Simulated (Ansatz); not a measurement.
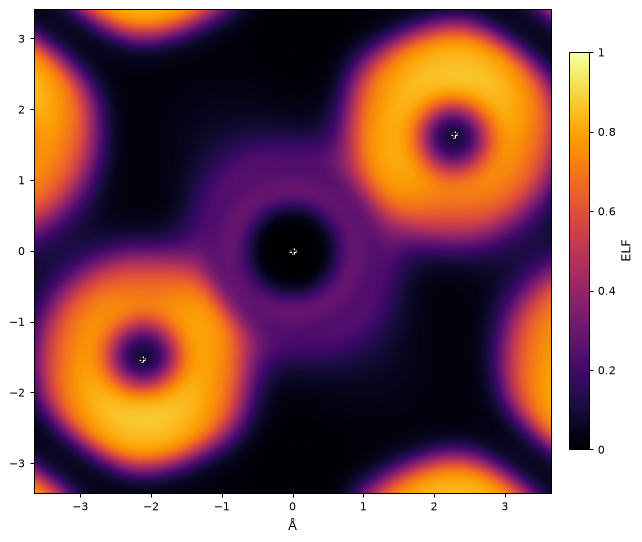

The electron localisation function on a plane through atoms (crosses mark nuclei in the plane).

Method: Ansatz, DFT PBEsol, scalar-relativistic, plane waves, PAW.

Candidates:
A. SnSe₂, a = 6.61 Å, b = 3.82 Å, c = 6.15 Å, α = 90.00°, β = 90.00°, γ = 90.00°. Space group Cm; changed on purpose from its base cell (all Se atoms moved -0.100 Å, as atom 2 towards its neighbour atom 1 (Sn) at 2.716 A); not relaxed (largest force 1.0 eV/Å).
B. Cu, a = 3.56 Å, b = 3.56 Å, c = 3.56 Å, α = 90.00°, β = 90.00°, γ = 90.00°. Space group Fm-3m; a structure from a database of computed crystals, not necessarily the ambient phase; computed without spin polarisation.
C. Hf₂N, a = 5.30 Å, b = 5.30 Å, c = 3.23 Å, α = 90.00°, β = 90.00°, γ = 90.00°. Space group P4₂/mnm; a structure from a database of computed crystals, not necessarily the ambient phase.

Which candidate gave the map?

Answer. Candidate A: SnSe₂ on the (010) plane of the conventional cell, which holds Sn and Se. Sn–Se (2.62 Å): the ELF is about 0.60 at the midpoint. Sn–Se (2.82 Å): the ELF is about 0.60 at the midpoint.
